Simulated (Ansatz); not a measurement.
# Run report: Ta36N17, single-point calculation (part 2 of 2)

Continued. System: Ta36N17 (defect cell, 53 atoms in the cell). Method: DFT PBE, scalar-relativistic, plane waves, PAW, spin-polarised (Ansatz 0.2.0); cutoff 420 eV, 3×3×1 k-mesh, Gaussian smearing of 0.05 eV, collinear spins. The structure derives from a Materials Project entry.

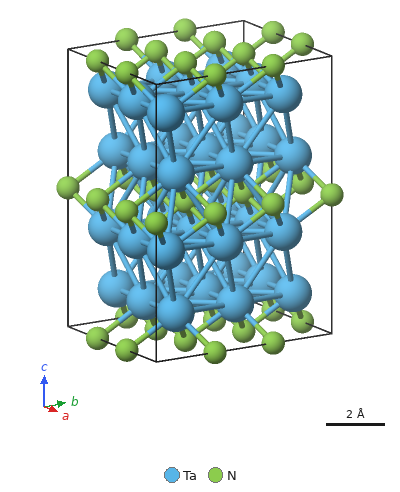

Figure 1. The input geometry (ball-and-stick view of the cell of the calculation, seen slightly off an axis). An atom can appear more than once, as a periodic image.

**Log, continued**
```
--- Forces (eV/Å), atoms counted from 1 ---
  atom   1  Ta     0.01334848     0.00889223    -0.00888788
  atom   2  Ta     0.02921828     0.01106463    -0.00630619
  atom   3  Ta    -0.00340074    -0.00852224    -0.00238303
  atom   4  Ta    -0.00169110     0.00025468    -0.00063504
  atom   5  Ta    -0.01052499     0.00612914    -0.00004124
  atom   6  Ta     0.00320617     0.00037730     0.00069156
  atom   7  Ta    -0.00151990    -0.01463629    -0.00489574
  atom   8  Ta     0.00174048     0.01003239     0.00320940
  atom   9  Ta    -0.01077554     0.00814491    -0.00618430
  atom  10  Ta     0.01253503    -0.00435538     0.00207138
  atom  11  Ta     0.00725642     0.00287262    -0.00039521
  atom  12  Ta    -0.00229164    -0.00163617     0.00364101
  atom  13  Ta    -0.01184979     0.00813332    -0.00006572
  atom  14  Ta    -0.03210431     0.01584586    -0.01511891
  atom  15  Ta     0.01200644     0.00787849     0.00132804
  atom  16  Ta    -0.00221049    -0.00479985    -0.00190389
  atom  17  Ta    -0.00166238    -0.01642924    -0.00407094
  atom  18  Ta    -0.00364829    -0.04133716    -0.01499223
  atom  19  Ta     0.00047580     0.03868317     0.01438576
  atom  20  Ta     0.00247707     0.01910821     0.00391490
  atom  21  Ta     0.00633334     0.00203694    -0.00344045
  atom  22  Ta    -0.01536674    -0.00592416     0.00097233
  atom  23  Ta     0.03357289    -0.01945598     0.01386125
  atom  24  Ta     0.00927821    -0.00609201     0.00359728
  atom  25  Ta     0.00809600     0.00183173     0.00189827
  atom  26  Ta    -0.01099984    -0.00532790     0.00245539
  atom  27  Ta    -0.00192991     0.00719932    -0.00646548
  atom  28  Ta     0.01211049    -0.00446610     0.00768559
  atom  29  Ta     0.00195381    -0.00923756    -0.00144616
  atom  30  Ta     0.00313967     0.01189828     0.00235353
  atom  31  Ta    -0.00278306    -0.00109343    -0.00031304
  atom  32  Ta     0.00175417    -0.00332487    -0.00215542
  atom  33  Ta     0.00116582    -0.00108687    -0.00052486
  atom  34  Ta    -0.00153970     0.01233870     0.00024856
  atom  35  Ta    -0.03146238    -0.02188071     0.01568361
  atom  36  Ta    -0.01599622    -0.01094606     0.00098729
  atom  37  N      0.00060588    -0.00223160     0.00012758
  atom  38  N     -0.00331568     0.00564685     0.00087103
  atom  39  N     -0.00202168     0.00648324     0.00078050
  atom  40  N      0.00153483    -0.00316282     0.00203522
  atom  41  N      0.00528790    -0.00391742    -0.00147237
  atom  42  N      0.00012493     0.00123711    -0.00316334
  atom  43  N      0.01089907    -0.00199414     0.00086083
  atom  44  N      0.00217645     0.00646007    -0.00129547
  atom  45  N      0.00717463     0.00131554    -0.00131272
  atom  46  N      0.00089770     0.00234850    -0.00099265
  atom  47  N      0.00037230    -0.00010644    -0.02071100
  atom  48  N     -0.00704506     0.00340595     0.00354948
  atom  49  N     -0.00884597    -0.00056304     0.00174461
  atom  50  N     -0.00356098    -0.00205212     0.00185431
  atom  51  N      0.00154968     0.00105981     0.02100800
  atom  52  N     -0.00572865    -0.00083599    -0.00347905
  atom  53  N      0.00198348    -0.00526410     0.00083570
  max |Σ_I F_I| component: 6.57e-7 eV/Å
--- Band table (eV; the first three rows and the last of 10) ---
  k-point 0 ↑: bands = ["-49.2449", "-49.2227", "-49.2175", "-49.2173", "-49.2042", "-49.2041", "-49.2039", "-49.1994", "-49.1935", "-49.1909", ... 123 levels left out ..., "-15.3055", "-15.2838", "-15.2837", "-15.2355", "-15.2292", "-15.2292", "-15.0921", "-15.0917", "-15.0665", "-15.0476", "-15.0476", "2.0424", "2.2934", "2.6145", "2.6381", "2.6578", "2.6583", "2.6760", "2.6765", "2.7126", "2.7399", "2.7401", "2.7534", "2.7537", "2.8706", "2.9013", "2.9105", "2.9836", "10.4770",
      "11.1170", "11.1520", "11.1617", "11.1618", "11.1854", "11.2211", "11.2213", "11.3540", "11.3725", "11.3726", "11.4855", "11.5616", "11.5617", "11.8093", "11.8095", "11.8910", "11.8913", "12.1395", "12.1395", "12.4128", "12.4130", "12.5590", "12.5929", "12.6036", "12.6037", "12.6332", "12.6335", "12.6620", "12.6912", "12.6913", "12.7894", "12.7895", "13.0045", "13.0793", "13.1563", "13.1635", "13.1643", "13.1717", "13.2098", "13.2099",
      "13.2537", "13.2595", "13.2659", "13.2665", "13.3316", "13.3706", "13.3706", "13.3781", "13.3783", "13.4434", "14.0673", "15.2958", "15.3317", "15.3533", "15.3537", "15.4105", "15.4107", "15.7458", "15.9665", "15.9667", "15.9820", "16.0612", "16.0613", "16.1035", "16.1100", "16.3262", "16.3989", "16.3993", "16.4530", "16.4777", "16.5104", "16.5106", "16.5225", "16.5580", "16.5581", "16.6916", "16.6918", "16.7052", "16.7248", "16.7249",
      "16.7916", "16.8301", "16.8303", "16.9970", "16.9983", "17.0590", "17.3870", "17.3875", "17.5047", "17.5425", "17.5426", "17.5669", "17.5674", "17.6300", "17.6373", "17.6376", "17.6379", "17.6992", "17.6997", "17.7120", "17.7126", "18.2570", "18.3742", "18.3744", "18.4555", "18.5712", "18.5728", "18.8352", "19.2633", "19.2636", "19.5691", "19.5696", "19.7013", "19.7039", "19.7585", "19.7592", "19.8301", "19.8305", "19.9782", "20.0011",
      "20.0013", "20.0177", "20.0263", "20.0594", "20.0599", "20.1116", "20.1870", "20.1877", "20.1881", "20.1882", "20.2210", "20.2594", "20.2757", "20.2760", "20.4891", "20.4894", "20.5034", "20.6427", "20.6432", "20.7706", "20.7708", "21.0143", "21.0152", "21.0612", "21.0616", "21.1165", "21.1709", "21.3021", "21.3025", "21.4255", "21.4539", "21.4542", "21.4891", "21.5408", "21.5418", "21.6991", "21.7122", "21.7227", "21.7231", "21.7400",
      "21.7404", "21.7474", "21.7933", "21.8106", "21.8110", "21.8358", "21.8367", "21.8371", "21.9276", "21.9361", "21.9365"]
  k-point 1 ↑: bands = ["-49.2413", "-49.2296", "-49.2177", "-49.2141", "-49.2071", "-49.2039", "-49.2019", "-49.1966", "-49.1958", "-49.1910", ... 123 levels left out ..., "-15.2945", "-15.2826", "-15.2790", "-15.2494", "-15.2403", "-15.2295", "-15.1120", "-15.0959", "-15.0651", "-15.0566", "-15.0475", "2.1591", "2.3602", "2.4248", "2.5506", "2.5745", "2.6037", "2.6817", "2.7322", "2.7472", "2.7699", "2.7724", "2.8406", "2.8497", "2.8506", "2.8668", "2.8944", "2.9416", "10.7976",
      "10.9747", "11.1373", "11.2108", "11.2253", "11.3656", "11.3695", "11.3833", "11.4252", "11.4626", "11.5035", "11.5086", "11.5181", "11.6428", "11.7062", "11.7882", "11.8670", "12.0286", "12.1125", "12.2898", "12.3040", "12.3419", "12.4262", "12.4301", "12.4924", "12.5826", "12.5851", "12.7218", "12.7536", "12.7709", "12.7832", "12.7878", "12.8986", "12.9040", "12.9395", "12.9427", "12.9669", "12.9708", "12.9892", "13.0357", "13.0657",
      "13.0860", "13.0946", "13.1211", "13.1238", "13.1543", "13.2138", "13.2772", "13.3071", "13.3495", "13.4050", "14.7681", "15.0046", "15.3792", "15.3914", "15.4868", "15.6991", "15.7574", "15.8157", "15.8539", "15.8791", "15.9497", "16.1262", "16.1725", "16.2670", "16.3283", "16.3386", "16.4588", "16.4927", "16.4985", "16.5614", "16.5888", "16.5985", "16.6714", "16.6738", "16.6971", "16.7765", "16.7987", "16.8281", "16.8737", "16.8843",
      "16.9452", "16.9576", "16.9962", "17.0737", "17.0750", "17.1264", "17.2055", "17.2265", "17.3462", "17.3571", "17.4395", "17.4400", "17.4831", "17.5061", "17.5385", "17.5739", "17.6097", "17.6377", "17.7205", "17.7442", "17.7988", "17.8962", "17.9230", "18.0823", "18.3430", "18.5806", "18.6052", "18.6647", "18.7809", "18.7824", "18.9333", "18.9739", "19.2636", "19.3633", "19.3931", "19.4270", "19.4899", "19.5169", "19.5448", "19.6094",
      "19.6788", "19.8135", "19.8831", "20.1807", "20.2418", "20.2870", "20.3369", "20.3914", "20.3961", "20.4686", "20.4691", "20.5111", "20.5572", "20.6292", "20.6446", "20.6730", "20.7024", "20.8058", "20.8376", "20.8803", "20.9170", "20.9196", "21.0763", "21.1106", "21.1431", "21.1760", "21.1934", "21.2268", "21.2756", "21.3182", "21.3835", "21.4107", "21.4308", "21.4601", "21.4942", "21.5415", "21.5615", "21.6224", "21.7142", "21.7770",
      "21.7771", "21.7891", "21.9931", "22.0195", "22.0858", "22.0948", "22.1203", "22.1399", "22.1488", "22.2554", "22.2908"]
  k-point 2 ↑: bands = ["-49.2413", "-49.2296", "-49.2176", "-49.2141", "-49.2072", "-49.2038", "-49.2020", "-49.1966", "-49.1958", "-49.1909", ... 123 levels left out ..., "-15.2947", "-15.2823", "-15.2791", "-15.2494", "-15.2403", "-15.2295", "-15.1117", "-15.0962", "-15.0650", "-15.0565", "-15.0476", "2.1591", "2.3603", "2.4248", "2.5505", "2.5745", "2.6037", "2.6816", "2.7323", "2.7473", "2.7701", "2.7723", "2.8406", "2.8497", "2.8506", "2.8668", "2.8944", "2.9416", "10.7975",
      "10.9747", "11.1373", "11.2109", "11.2252", "11.3656", "11.3694", "11.3832", "11.4252", "11.4627", "11.5034", "11.5084", "11.5182", "11.6429", "11.7063", "11.7883", "11.8670", "12.0285", "12.1125", "12.2898", "12.3039", "12.3419", "12.4264", "12.4302", "12.4924", "12.5828", "12.5849", "12.7218", "12.7535", "12.7709", "12.7831", "12.7879", "12.8988", "12.9038", "12.9395", "12.9426", "12.9669", "12.9709", "12.9891", "13.0358", "13.0655",
      "13.0861", "13.0944", "13.1211", "13.1237", "13.1543", "13.2140", "13.2776", "13.3067", "13.3495", "13.4050", "14.7682", "15.0048", "15.3792", "15.3914", "15.4870", "15.6987", "15.7573", "15.8157", "15.8539", "15.8791", "15.9497", "16.1262", "16.1723", "16.2671", "16.3282", "16.3388", "16.4588", "16.4926", "16.4986", "16.5615", "16.5885", "16.5985", "16.6713", "16.6738", "16.6973", "16.7764", "16.7986", "16.8281", "16.8740", "16.8843",
      "16.9451", "16.9577", "16.9961", "17.0737", "17.0753", "17.1262", "17.2054", "17.2265", "17.3459", "17.3570", "17.4395", "17.4400", "17.4831", "17.5061", "17.5385", "17.5738", "17.6097", "17.6378", "17.7206", "17.7444", "17.7989", "17.8960", "17.9232", "18.0820", "18.3422", "18.5816", "18.6056", "18.6647", "18.7807", "18.7832", "18.9338", "18.9745", "19.2634", "19.3635", "19.3927", "19.4271", "19.4891", "19.5169", "19.5447", "19.6089",
      "19.6788", "19.8143", "19.8834", "20.1808", "20.2416", "20.2872", "20.3366", "20.3909", "20.3961", "20.4685", "20.4688", "20.5108", "20.5568", "20.6288", "20.6450", "20.6729", "20.7025", "20.8059", "20.8373", "20.8800", "20.9168", "20.9195", "21.0765", "21.1108", "21.1431", "21.1762", "21.1936", "21.2269", "21.2756", "21.3180", "21.3839", "21.4108", "21.4311", "21.4604", "21.4941", "21.5415", "21.5618", "21.6225", "21.7144", "21.7763",
      "21.7769", "21.7887", "21.9928", "22.0198", "22.0861", "22.0949", "22.1204", "22.1400", "22.1492", "22.2555", "22.2905"]
  k-point 4 ↓: bands = ["-49.2413", "-49.2295", "-49.2178", "-49.2141", "-49.2070", "-49.2040", "-49.2019", "-49.1966", "-49.1958", "-49.1911", ... 123 levels left out ..., "-15.2946", "-15.2824", "-15.2790", "-15.2494", "-15.2403", "-15.2295", "-15.1119", "-15.0959", "-15.0651", "-15.0566", "-15.0475", "2.1591", "2.3603", "2.4248", "2.5505", "2.5745", "2.6037", "2.6816", "2.7322", "2.7472", "2.7700", "2.7724", "2.8406", "2.8496", "2.8507", "2.8668", "2.8944", "2.9416", "10.7975",
      "10.9746", "11.1373", "11.2109", "11.2252", "11.3657", "11.3695", "11.3832", "11.4251", "11.4627", "11.5034", "11.5085", "11.5183", "11.6428", "11.7063", "11.7882", "11.8671", "12.0287", "12.1125", "12.2900", "12.3038", "12.3419", "12.4261", "12.4302", "12.4924", "12.5827", "12.5852", "12.7220", "12.7536", "12.7710", "12.7830", "12.7878", "12.8987", "12.9038", "12.9394", "12.9430", "12.9669", "12.9708", "12.9892", "13.0358", "13.0657",
      "13.0861", "13.0945", "13.1211", "13.1237", "13.1543", "13.2136", "13.2772", "13.3070", "13.3494", "13.4048", "14.7681", "15.0048", "15.3792", "15.3914", "15.4868", "15.6990", "15.7574", "15.8157", "15.8540", "15.8790", "15.9498", "16.1262", "16.1725", "16.2671", "16.3284", "16.3387", "16.4584", "16.4926", "16.4985", "16.5615", "16.5887", "16.5985", "16.6713", "16.6739", "16.6974", "16.7764", "16.7985", "16.8281", "16.8739", "16.8845",
      "16.9451", "16.9577", "16.9960", "17.0738", "17.0752", "17.1263", "17.2055", "17.2264", "17.3460", "17.3572", "17.4395", "17.4399", "17.4831", "17.5063", "17.5381", "17.5736", "17.6096", "17.6379", "17.7208", "17.7445", "17.7987", "17.8964", "17.9230", "18.0822", "18.3425", "18.5812", "18.6054", "18.6648", "18.7806", "18.7828", "18.9335", "18.9743", "19.2637", "19.3631", "19.3931", "19.4273", "19.4899", "19.5168", "19.5448", "19.6091",
      "19.6791", "19.8142", "19.8830", "20.1808", "20.2418", "20.2872", "20.3364", "20.3914", "20.3956", "20.4689", "20.4693", "20.5107", "20.5570", "20.6288", "20.6449", "20.6729", "20.7025", "20.8058", "20.8376", "20.8799", "20.9164", "20.9197", "21.0766", "21.1108", "21.1431", "21.1762", "21.1937", "21.2269", "21.2756", "21.3181", "21.3839", "21.4107", "21.4308", "21.4603", "21.4940", "21.5419", "21.5614", "21.6226", "21.7142", "21.7767",
      "21.7769", "21.7890", "21.9933", "22.0194", "22.0859", "22.0946", "22.1205", "22.1400", "22.1491", "22.2554", "22.2904"]
--- Löwdin populations: 53 sites ---
  site symbol       q [e]    m [muB]
     0     Ta     12.5656     0.0000
     1     Ta     12.6611     0.0000
     2     Ta     12.5527     0.0000
     3     Ta     12.5492     0.0000
     4     Ta     12.5528     0.0000
     5     Ta     12.5492     0.0000
     6     Ta     12.5543     0.0000
     7     Ta     12.5543     0.0000
     8     Ta     12.5544     0.0000
     9     Ta     12.5542     0.0000
    10     Ta     12.5527     0.0000
    11     Ta     12.5492     0.0000
    12     Ta     12.5655     0.0000
    13     Ta     12.6610     0.0000
    14     Ta     12.5541     0.0000
    15     Ta     12.5543     0.0000
    16     Ta     12.5656     0.0000
    17     Ta     12.6610     0.0000
    18     Ta     12.6610     0.0000
    19     Ta     12.5656     0.0000
    20     Ta     12.5543     0.0000
    21     Ta     12.5542     0.0000
    22     Ta     12.6610     0.0000
    23     Ta     12.5658     0.0000
    24     Ta     12.5492     0.0000
    25     Ta     12.5528     0.0000
    26     Ta     12.5543     0.0000
    27     Ta     12.5540     0.0000
    28     Ta     12.5542     0.0000
    29     Ta     12.5543     0.0000
    30     Ta     12.5493     0.0000
    31     Ta     12.5526     0.0000
    32     Ta     12.5491     0.0000
    33     Ta     12.5527     0.0000
    34     Ta     12.6610     0.0000
    35     Ta     12.5655     0.0000
    36      N      5.6479    -0.0000
    37      N      5.6707    -0.0000
    38      N      5.6806    -0.0000
    39      N      5.6707    -0.0000
    40      N      5.6806    -0.0000
    41      N      5.6707    -0.0000
    42      N      5.6804    -0.0000
    43      N      5.6707    -0.0000
    44      N      5.6804    -0.0000
    45      N      5.6828    -0.0000
    46      N      5.6821    -0.0000
    47      N      5.6707    -0.0000
    48      N      5.6806    -0.0000
    49      N      5.6828    -0.0000
    50      N      5.6822    -0.0000
    51      N      5.6708    -0.0000
    52      N      5.6805    -0.0000
  spilling = 0.007039 (of n_electrons = 553.000000)
--- Bader charges: 53 sites ---
  site symbol  charge [e]  shift [e]    m [muB]
     0     Ta      0.8813     0.0006     0.0000
     1     Ta      0.5867     0.0006     0.0000
     2     Ta      0.9162     0.0006     0.0000
     3     Ta      0.9354     0.0005     0.0000
     4     Ta      0.9160     0.0006     0.0000
     5     Ta      0.9351     0.0005     0.0000
     6     Ta      0.8640     0.0006     0.0000
     7     Ta      0.8979     0.0006     0.0000
     8     Ta      0.8640     0.0006     0.0000
     9     Ta      0.8981     0.0006     0.0000
    10     Ta      0.9161     0.0006     0.0000
    11     Ta      0.9349     0.0005     0.0000
    12     Ta      0.8797     0.0006     0.0000
    13     Ta      0.5885     0.0006     0.0000
    14     Ta      0.8636     0.0006     0.0000
    15     Ta      0.8984     0.0006     0.0000
    16     Ta      0.8806     0.0006     0.0000
    17     Ta      0.5879     0.0006     0.0000
    18     Ta      0.5881     0.0006     0.0000
    19     Ta      0.8805     0.0006     0.0000
    20     Ta      0.8981     0.0006     0.0000
    21     Ta      0.8636     0.0006     0.0000
    22     Ta      0.5878     0.0006     0.0000
    23     Ta      0.8805     0.0006     0.0000
    24     Ta      0.9353     0.0005     0.0000
    25     Ta      0.9165     0.0006     0.0000
    26     Ta      0.8973     0.0006     0.0000
    27     Ta      0.8649     0.0006     0.0000
    28     Ta      0.8980     0.0006     0.0000
    29     Ta      0.8639     0.0006     0.0000
    30     Ta      0.9355     0.0005     0.0000
    31     Ta      0.9158     0.0006     0.0000
    32     Ta      0.9354     0.0005     0.0000
    33     Ta      0.9160     0.0006     0.0000
    34     Ta      0.5883     0.0006     0.0000
    35     Ta      0.8803     0.0006     0.0000
    36      N     -1.8049     0.0007     0.0000
    37      N     -1.7973     0.0012     0.0000
    38      N     -1.7907     0.0013     0.0000
    39      N     -1.7973     0.0012     0.0000
    40      N     -1.7908     0.0013     0.0000
    41      N     -1.7972     0.0012     0.0000
    42      N     -1.7910     0.0013     0.0000
    43      N     -1.7973     0.0012     0.0000
    44      N     -1.7909     0.0013     0.0000
    45      N     -1.7893     0.0015     0.0000
    46      N     -1.7892     0.0013     0.0000
    47      N     -1.7972     0.0012     0.0000
    48      N     -1.7908     0.0013     0.0000
    49      N     -1.7893     0.0015     0.0000
    50      N     -1.7892     0.0013     0.0000
    51      N     -1.7971     0.0012     0.0000
    52      N     -1.7909     0.0013     0.0000
  estimated error of the sums over rays = 7.0e-4 e
```

**Summary**

- outcome: converged
- electrons treated: 553
- free energy: −364130.7513 eV
- Fermi energy: 19.368 eV
- gap on the k-point mesh: none (metallic)
- net moment of the cell: 0.00 μB
- integrated absolute moment: 0.00 μB
- largest force (length of the vector): 0.044 eV/Å
- hardware: 8 threads of Arm Neoverse V2, 24 GiB of memory available, shared host
- wall time: 3.6 min (CPU time 27 min)
- peak memory: 8.5 GiB

**Notes**

The program warns: some starting moments were not kept. Spin–orbit coupling is left out, which matters for Ta. The k-point mesh is coarse for a cell of this size, so the results may not be converged.
